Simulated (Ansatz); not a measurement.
Si6W (slab)

Input

```
crystal:
  lattice:
    - [3.8417168269, 0.0, 0.0]
    - [0.0, 3.8417168269, 0.0]
    - [0.0, 0.0, 25.7912600493]
  atoms:
    - { symbol: Si, position: [0.0, 0.5, 0.3295690084] }
    - { symbol: Si, position: [0.0, 0.0, 0.3822322752] }
    - { symbol: Si, position: [0.5, 0.0, 0.4348955421] }
    - { symbol: Si, position: [0.5, 0.5, 0.4872505138] }
    - { symbol: Si, position: [0.0, 0.5, 0.5400001627] }
    - { symbol: Si, position: [0.0, 0.0, 0.5916358922] }
    - { symbol: W, position: [0.5, 0.5, 0.6156750434], spin: 4.0 }
basis:
  ecutwfc: 420
kpoints:
  mp_grid: { grid: [8, 8, 1] }
hamiltonian:
  xc: pbesol
scf:
  occupations: { method: gaussian, width: 0.05 }
output:
  forces: true
  eigenvalues: true
  populations: true
  write_density: true
  write_potential: true
  elf: true
  volumetric_format: npy
magnetization:
  spin_polarized: true
relax:
  adjacent_minimum: "off"
  f_tol: 0.03
  max_steps: 70
  constraints: [{ sites: [0, 1, 2] }]
efield:
  axis: 3
  dipole_correction: true
  ramp_width: 0.04
```

Launched as:

```sh
ansatz run input.yaml --threads 1 --pin off --max-ram 2560MiB --backend cpu --events-out ev --progress --plain --runs-dir out
```

The fields are those of the relaxed geometry.

The program warned that a starting moment wasn't kept; spin-polarised, but the moments vanished.

The calculation used DFT PBEsol, scalar-relativistic, plane waves, PAW (Ansatz 0.2.0).

In a PAW calculation such maps are meaningful between the atoms, not at the nuclei.

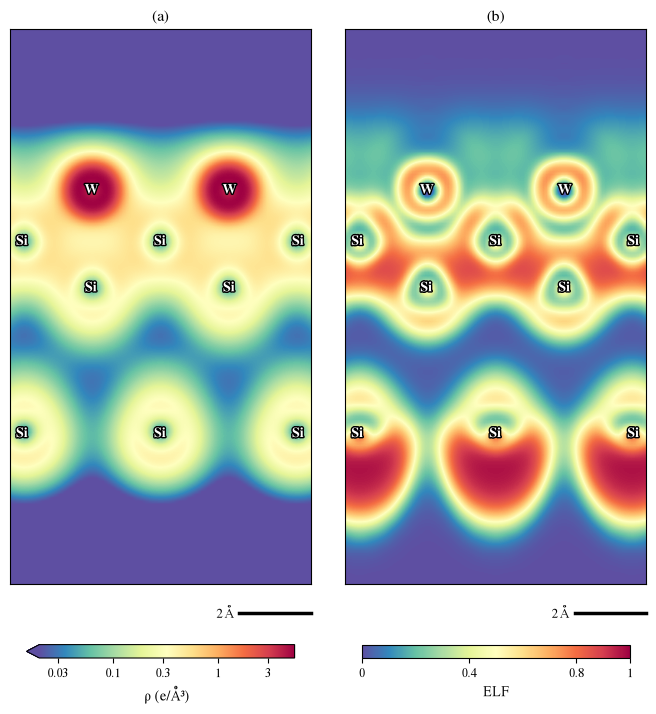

Figure 1. (a) valence charge density (pseudo); (b) ELF on the (010) plane of the calculation cell, a cut from vacuum to vacuum.

> Read the bonding off the picture.

The section cuts through Si and W sites.
Si–Si (2.32 Å): ρ at the midpoint is about 0.52 e/Å³; the ELF peaks at about 0.85 between the atoms.
Si–W (2.39 Å): ρ is about 0.61 e/Å³ halfway; the ELF peaks at about 0.70 in the valence shell of Si, 0.9 Å from its nucleus, and is about 0.50 at the midpoint.
Si–W (2.72 Å): the density is about 0.39 e/Å³ at the midpoint; the ELF peaks at about 0.70 in the valence shell of Si, 1.0 Å from its nucleus, and is about 0.45 at the midpoint.
The density dies away to nearly zero in the vacuum.
The ELF also peaks beside Si, away from the bonds: lone-pair regions.
The features right at W lie inside the PAW spheres, where the map follows smoothed inner orbitals and isn't to be read closely.

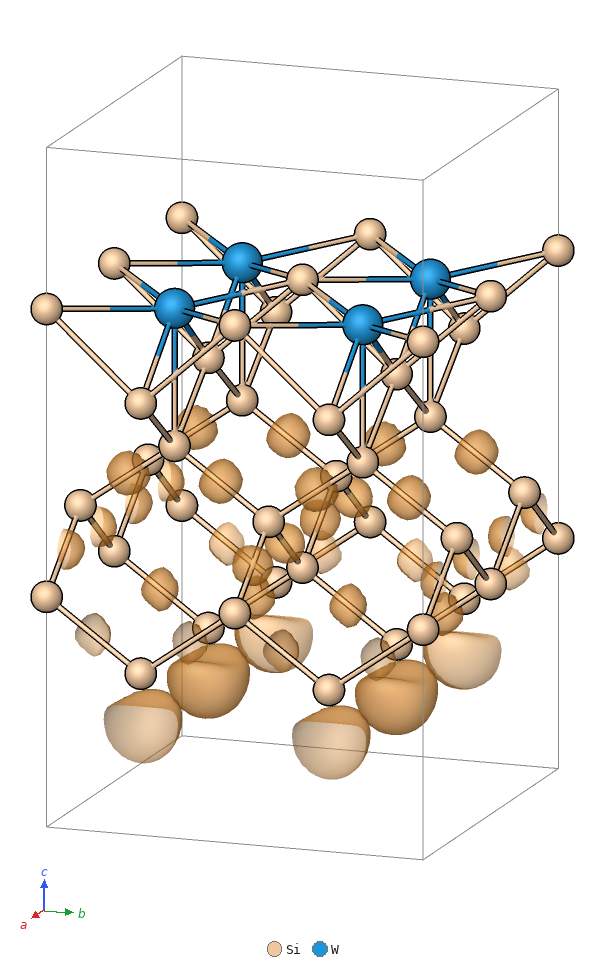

Figure 2. Isosurface of the electron localisation function at 0.9 (orange), seen slightly off an axis. Core shells and regions of very low density are left out. Sticks mark near contacts.

> Where are the electrons localised?

The surface consists of six regions between bonded Si–Si atoms and one lobe on Si, pointing away from the bonds (lone pairs), counted in one cell of 7 atoms. Counts are for one cell; the picture repeats the cell along the surface.

> Does the calculation make it a metal, or give it a gap?

It is metallic or semimetallic at this level of theory: no gap opens.
